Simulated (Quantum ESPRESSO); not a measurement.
## MgO (Periclase): from Born charge to LO-TO splitting

Wanted: the LO mode of MgO (Periclase) from the TO mode and the field response.

Method: DFT LDA, scalar-relativistic, plane waves, PseudoDojo norm-conserving pseudopotentials, in Quantum ESPRESSO 7.5.

The database entry behind the starting cell differs from later determinations by our own check (about 0.1 % long), so it need not match the best structure at ambient conditions.

**1. Set-up**

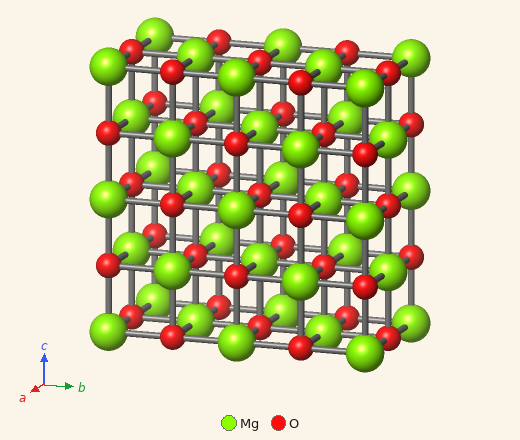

The starting structure, seen slightly off an axis (magnesium green, oxygen red). 1×2×2 cells are drawn. This picture shows the conventional cell, with its axes. Some periodic images of atoms are drawn too.

As a file:

```cif
data_structure
_symmetry_space_group_name_H-M 'Fm-3m'
_symmetry_Int_Tables_number 225
_cell_length_a 4.1603
_cell_length_b 4.1603
_cell_length_c 4.1603
_cell_angle_alpha 90.000
_cell_angle_beta 90.000
_cell_angle_gamma 90.000
_cell_volume 72.01
loop_
_atom_site_label
_atom_site_type_symbol
_atom_site_symmetry_multiplicity
_atom_site_Wyckoff_symbol
_atom_site_fract_x
_atom_site_fract_y
_atom_site_fract_z
_atom_site_occupancy
Mg1 Mg 4 a 0.00000 0.00000 0.00000 1
O1 O 4 b 0.00000 0.50000 0.00000 1
```

This is the cell after its relaxation at this level of theory, not the database cell from which that began.

**2. What the response run gave**

A linear-response run on the relaxed cell, with the response to an electric field; only its zone-centre results are used. Cutoff 92 Ry, k mesh 8×8×8.

What it wrote:

```text
[banners, grids, parts of the stress and lines that vanish by symmetry left out]
Program PHONON v.7.5
     Reading xml data from directory:

[...]
Exchange-correlation= PW
                           (   1   4   0   0   0   0   0)
[...]
kinetic-energy cut-off    =      92.0000  Ry
     charge density cut-off    =     368.0000  Ry
     convergence threshold     =      1.0E-18
[...]
Exchange-correlation= PW
                           (   1   4   0   0   0   0   0)
[...]
q = (   0.0000000   0.0000000   0.0000000 )
     49 Sym.Ops. (with q -> -q+G )
     G cutoff =  288.0766  (  14361 G-vectors)     FFT grid: ( 36, 36, 36)
     number of k points=    29
[...]
Mode symmetry, O_h (m-3m)  point group:
[...]
Dielectric constant
[...]
End of electric fields calculation
          Dielectric constant in cartesian axis
          (       3.171217108       0.000000000      -0.000000000 )
          (       0.000000000       3.171217108      -0.000000000 )
          (       0.000000000       0.000000000       3.171217108 )
          Effective charges (d Force / dE) in cartesian axis without acoustic sum rule applied (asr)
           atom    1  Mg    Mean Z*:        1.97193
      Ex  (        1.97193       -0.00000       -0.00000 )
      Ey  (       -0.00000        1.97193        0.00000 )
      Ez  (       -0.00000        0.00000        1.97193 )
           atom    2  O     Mean Z*:       -1.97153
      Ex  (       -1.97153       -0.00000        0.00000 )
      Ey  (       -0.00000       -1.97153        0.00000 )
      Ez  (        0.00000       -0.00000       -1.97153 )
          Effective charges Sum: Mean:        0.00040
[...]
Effective charges (d Force / dE) in cartesian axis with asr applied:
           atom    1  Mg    Mean Z*:        1.97173
[...]
atom    2  O     Mean Z*:       -1.97173
[...]
Representation #   1 modes #   1   2   3
[...]
End of self-consistent calculation
     Convergence has been achieved
     Representation #   2 modes #   4   5   6
[...]
End of self-consistent calculation
     Convergence has been achieved
[...]
Dielectric constant in cartesian axis
          (       3.171217108       0.000000000      -0.000000000 )
          (       0.000000000       3.171217108      -0.000000000 )
          (       0.000000000       0.000000000       3.171217108 )
          Effective charges (d Force / dE) in cartesian axis without acoustic sum rule applied (asr)
           atom    1  Mg    Mean Z*:        1.97193
      Ex  (        1.97193       -0.00000       -0.00000 )
      Ey  (       -0.00000        1.97193        0.00000 )
      Ez  (       -0.00000        0.00000        1.97193 )
           atom    2  O     Mean Z*:       -1.97153
      Ex  (       -1.97153       -0.00000        0.00000 )
      Ey  (       -0.00000       -1.97153        0.00000 )
      Ez  (        0.00000       -0.00000       -1.97153 )
          Effective charges Sum: Mean:        0.00040
[...]
Effective charges (d Force / dE) in cartesian axis with asr applied:
           atom    1  Mg    Mean Z*:        1.97173
[...]
atom    2  O     Mean Z*:       -1.97173
[...]
q = (    0.000000000   0.000000000   0.000000000 )
[...]
freq (    1) =       0.093024 [THz] =       3.102937 [cm-1]
     freq (    2) =       0.093024 [THz] =       3.102937 [cm-1]
     freq (    3) =       0.093024 [THz] =       3.102937 [cm-1]
     freq (    4) =      12.263876 [THz] =     409.078868 [cm-1]
     freq (    5) =      12.263876 [THz] =     409.078868 [cm-1]
     freq (    6) =      12.263876 [THz] =     409.078868 [cm-1]
[...]
Mode symmetry, O_h (m-3m)  point group:
     freq (   1-   3) =          3.1  [cm-1]   --> T_1u G_15  G_4- I
     freq (   4-   6) =        409.1  [cm-1]   --> T_1u G_15  G_4- I

   JOB DONE.
```

```csv
quantity,value
cell volume Ω (Å³),18.002
mass of Mg (u),24.305
mass of O (u),15.999
"Born charge of Mg, raw (e)",1.972
"Born charge of O, raw (e)",-1.972
ε∞,3.171
ω(TO) after the sum rule (cm⁻¹),409.1
```

**3. The calculation**

The charges must sum to zero over the cell; taking off their mean, 0.000 e, leaves Z* = 1.972 e on Mg. In the polar mode Mg moves against O, so the reduced mass is μ = 24.30 × 16.00 / 40.30 = 9.648 u.

A longitudinal wave builds up a field that adds to the restoring force: ω(LO)² = ω(TO)² + 4π Z*² / (μ Ω ε∞), in Hartree atomic units. With μ = 17587 electron masses and Ω = 121.48 bohr³ the second term is 7.2103e-06 Ha², or 347313 cm⁻² (1 Ha = 219474.6 cm⁻¹).

So ω(LO) = √(167338 + 347313) = 717.4 cm⁻¹, and by the Lyddane-Sachs-Teller relation ε₀ = ε∞ (ω(LO)/ω(TO))² = 9.75.

**4. Check against the program**

The analysis program adds the same non-analytic term to the full matrix, here for q along (1 0 0).

What it wrote:

```text
[banner, memory and clock lines left out]
Program DYNMAT v.7.5

     Reading Dynamical Matrix from file g.dyn
     ...Force constants read
     ...epsilon and Z* read

     Polarizability (A^3 units)
     multiply by 0.580134 for Clausius-Mossotti correction
         3.110367    0.000000    0.000000
         0.000000    3.110367    0.000000
        -0.000000   -0.000000    3.110367

     IR activities are in (D/A)^2/amu units

# mode   [cm-1]    [THz]      IR
    1     -0.00   -0.0000    0.0000
    2     -0.00   -0.0000    0.0000
    3     -0.00   -0.0000    0.0000
    4    409.07   12.2637    9.2966
    5    409.07   12.2637    9.2966
    6    717.40   21.5071    9.2966
```

ε₀ comes from the program's run without a direction of q.

```csv
quantity,by hand,program
ω(LO) (cm⁻¹),717.4,717.4
ε₀,9.75,9.75
```

**5. What came out**

* TO mode: 409.1 cm⁻¹
* LO mode: 717.4 cm⁻¹
* static dielectric constant: 9.753

In words: The LO mode of MgO (Periclase) lies at 717 cm⁻¹, 308 cm⁻¹ above the TO mode; the formula meets the program within 0.1 cm⁻¹, as it must for a cubic crystal with one polar mode. ω(LO)² − ω(TO)² goes with Z*²/ε∞: an error of 5 % in ε∞ would move the LO mode by 11.6 cm⁻¹, and semilocal functionals tend to overestimate ε∞. These are harmonic values at zero temperature, at the volume of this functional, for the structure held cubic; stability elsewhere in the zone is no part of this calculation.

[Host names and launcher messages were left out of these logs when they were recorded.]

[Logs are printed without paths, hosts, clocks, repeated set-up lines and the standing remarks that a program may print on its own settings, such as how far it seeks lower states.]

[Hosts, paths, dates, database ids (printed as entryN), source tags and the programs' standing remarks are cut or masked in the printed files.]
